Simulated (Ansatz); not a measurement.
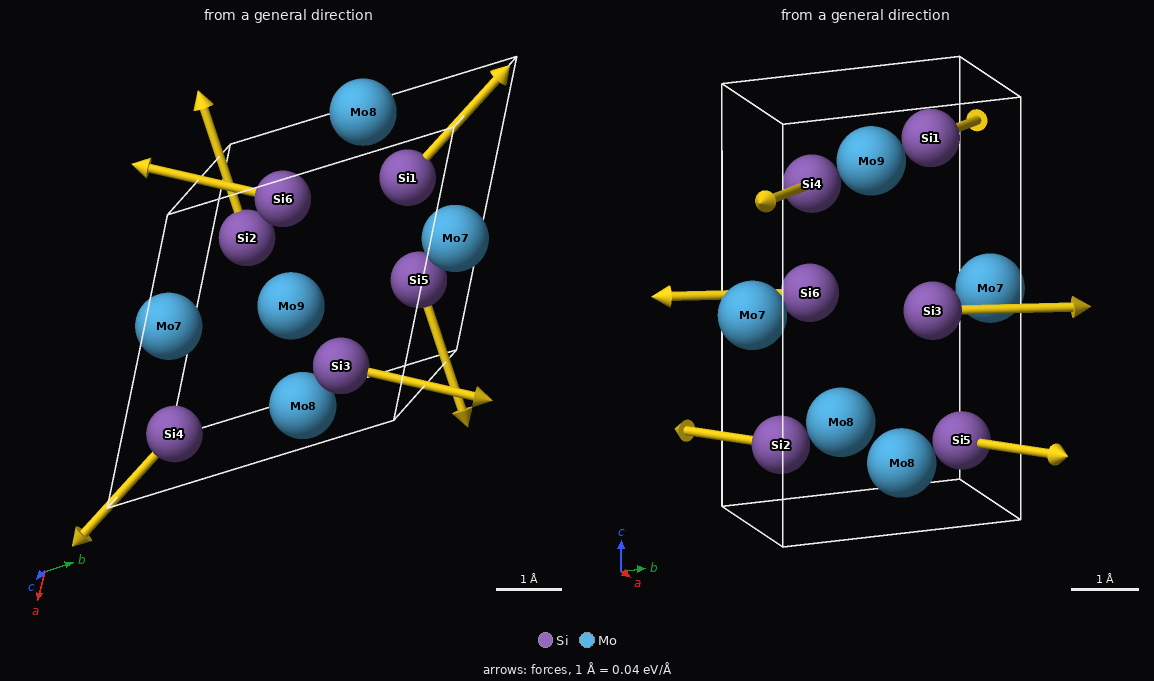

A spheres-only rendering, viewed from two general directions. The wireframe shows the simulation cell. The arrows are the computed forces on the atoms.

System: Si$_{2}$Mo. Electronic-structure method: DFT r2SCAN, scalar-relativistic, plane waves, PAW (Ansatz 0.2.0). Parameters: an energy cutoff of 500 eV, Brillouin-zone sampling on a 12×12×6 mesh, Gaussian smearing of 0.03 eV, no spin polarisation.

### Would an optimiser stop at this geometry?

No. The atoms still feel forces of up to about 0.081 eV/Å, above a usual threshold of 0.01 to 0.03 eV/Å.

Provenance: a structure listed in the Materials Project. The cell was then strained or its atoms displaced on purpose. It was run through Ansatz as a DFT input.
